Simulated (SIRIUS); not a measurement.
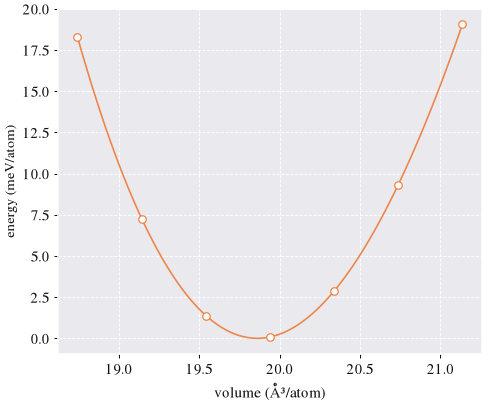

The picture above shows the energy against volume for PbO, space group P4/nmm (No. 129).

Structure:
```yaml
crystal:
  lattice:
    - [3.99000, 0.00000, 0.00000]
    - [0.00000, 3.99000, 0.00000]
    - [0.00000, 0.00000, 5.01000]
  atoms:
    - { symbol: Pb, position: [0.50000, 0.00000, 0.76000] }
    - { symbol: Pb, position: [0.00000, 0.50000, 0.24000] }
    - { symbol: O, position: [0.50000, 0.50000, 0.00000] }
    - { symbol: O, position: [0.00000, 0.00000, 0.00000] }
```

Calculation (SIRIUS 7.12.0): plane-wave DFT, no spin polarisation; energies at scaled volumes of the given cell, shape and fractions fixed, counted from the fit's minimum, third-order Birch-Murnaghan fit. Level: PBEsol.

- k mesh: 7×7×6
- occupations: Fermi–Dirac
- smearing width: 0.05 eV
- potentials: dojo sr pbesol 0.4.1 standard
- wave cutoff: 1152 eV
- density cutoff: 4606 eV

This calculation gives: equilibrium volume 19.86 Å³/atom and bulk modulus 83.7 GPa.

Now Pb is replaced by Sn on all its sites, which gives SnO in the same structure. Predict the effect.

The equilibrium volume falls from 19.86 to 17.77 Å³/atom (−11 %) and the bulk modulus rises from 83.7 to 94.5 GPa (+13 %).

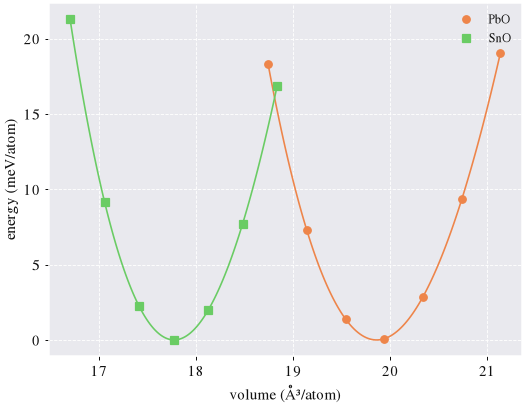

The two results together.

For PbO, limits of the calculation: spin-orbit coupling left out, heavy elements; shape and atomic fractions are frozen while scaling, which makes layered, chain and framework solids too stiff.

For SnO, limits of the calculation: shape and atomic fractions are frozen while scaling, which makes layered, chain and framework solids too stiff.

V0 and the bulk modulus come from third-order Birch–Murnaghan fits.
